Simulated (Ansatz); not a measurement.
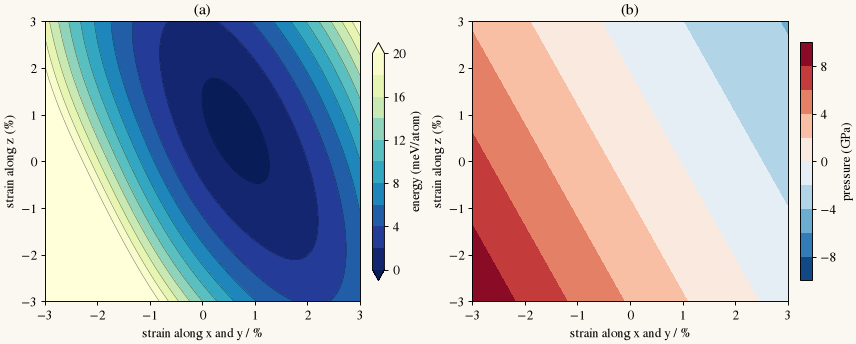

ZnS (F-43m, No. 216; 2 atoms in the cell). The cell is strained homogeneously, by one strain along x and y and another along z, with fractional coordinates fixed (x, y and z along the cube axes). Coordinates scanned: (1) strain along x and y; (2) strain along z. The scan uses a 5 × 5 grid. Points are written as (first, second). Energies: meV/atom, counted from the lowest grid point. The reference cell is the one listed in the database, not relaxed at this level. Theory: DFT PBE, scalar-relativistic, plane waves, PAW in Ansatz 0.2.0. Settings: cutoff 420 eV, k-mesh 10×10×10, gaussian smearing 0.05 eV, no spin polarisation.

Panel (a) is the energy and panel (b) the computed pressure on the same grid.

Drawn: filled contours, one colour for all values above the top of the scale. Between grid points the surface is interpolated.

Q: How does the pressure vary over the map, and what is it at the lowest grid point?

A: It runs from −4.1 GPa at (3.0 %, 3.0 %) to 9.8 GPa at (−3.0 %, −3.0 %). At the lowest grid point, (0.0 %, 1.5 %), it is 0.3 GPa.
